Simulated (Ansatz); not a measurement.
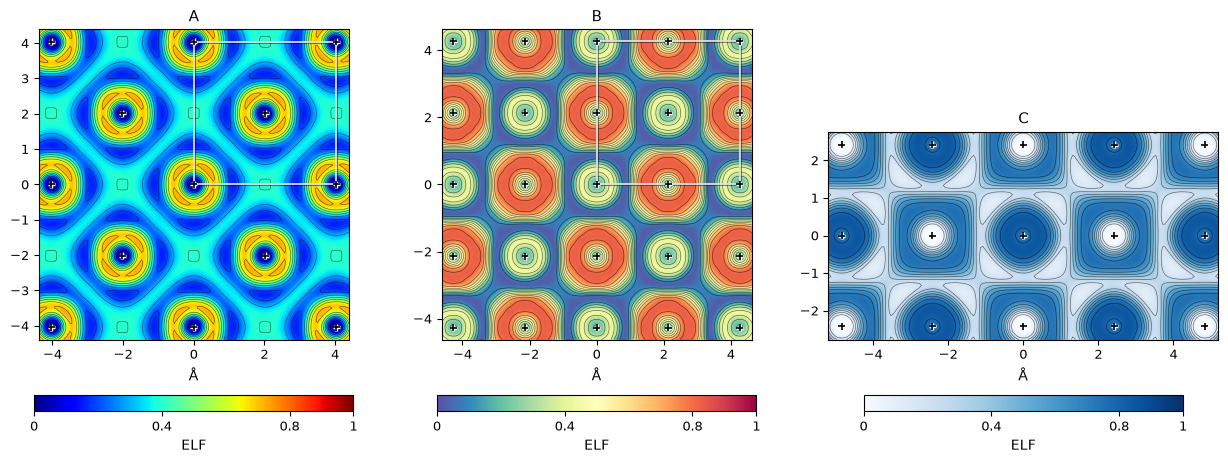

The ELF of 3 systems, each on a plane through atoms (crosses mark nuclei in the plane).

Theory: DFT PBE, scalar-relativistic, plane waves, PAW in Ansatz 0.2.0.

System 1: W, the (100) plane of the conventional cell. Space group Fm-3m.

```yaml
crystal:
  lattice:
    - [4.03701, 0.00000, 0.00000]
    - [0.00000, 4.03701, 0.00000]
    - [0.00000, 0.00000, 4.03701]
  atoms:
    - { symbol: W, position: [0.00000, 0.00000, 0.00000] }
    - { symbol: W, position: [0.50000, 0.50000, 0.00000] }
    - { symbol: W, position: [0.50000, 0.00000, 0.50000] }
    - { symbol: W, position: [0.00000, 0.50000, 0.50000] }
```

System 2: HfB, the (010) plane of the conventional cell. Space group Fm-3m; computed without spin polarisation.

```cif
data_structure
_symmetry_space_group_name_H-M 'P 1'
_symmetry_Int_Tables_number 1
_cell_length_a 4.8362
_cell_length_b 4.8362
_cell_length_c 4.8362
_cell_angle_alpha 90.000
_cell_angle_beta 90.000
_cell_angle_gamma 90.000
_cell_volume 113.11
loop_
_atom_site_label
_atom_site_type_symbol
_atom_site_fract_x
_atom_site_fract_y
_atom_site_fract_z
_atom_site_occupancy
Hf1 Hf 0.50000 0.00000 0.00000 1
Hf2 Hf 0.00000 0.50000 0.00000 1
Hf3 Hf 0.00000 0.00000 0.50000 1
Hf4 Hf 0.50000 0.50000 0.50000 1
B1 B 0.00000 0.00000 0.00000 1
B2 B 0.50000 0.50000 0.00000 1
B3 B 0.50000 0.00000 0.50000 1
B4 B 0.00000 0.50000 0.50000 1
```

System 3: MgO, the (100) plane of the conventional cell. Space group Fm-3m.

```
Mg O
1.0
     4.27030    0.00000    0.00000
     0.00000    4.27030    0.00000
     0.00000    0.00000    4.27030
Mg O
4 4
Direct
  0.00000 0.50000 0.50000
  0.50000 0.00000 0.50000
  0.50000 0.50000 0.00000
  0.00000 0.00000 0.00000
  0.50000 0.00000 0.00000
  0.00000 0.50000 0.00000
  0.00000 0.00000 0.50000
  0.50000 0.50000 0.50000
```

### Match each panel to its system.

Panel A is system 1, W: the plane holds W. W–W (2.85 Å): the ELF is about 0.35 at the midpoint. Panel B is system 3, MgO: the plane holds Mg and O. Mg–O (2.14 Å): the ELF peaks at about 0.85 in the valence shell of O, 0.7 Å from its nucleus, and is about 0.35 at the midpoint: a closed-shell, largely ionic contact. Panel C is system 2, HfB: the plane holds Hf and B. Hf–B (2.42 Å): the ELF peaks at about 0.75 in the valence shell of B, 0.8 Å from its nucleus, and is about 0.25 at the midpoint.
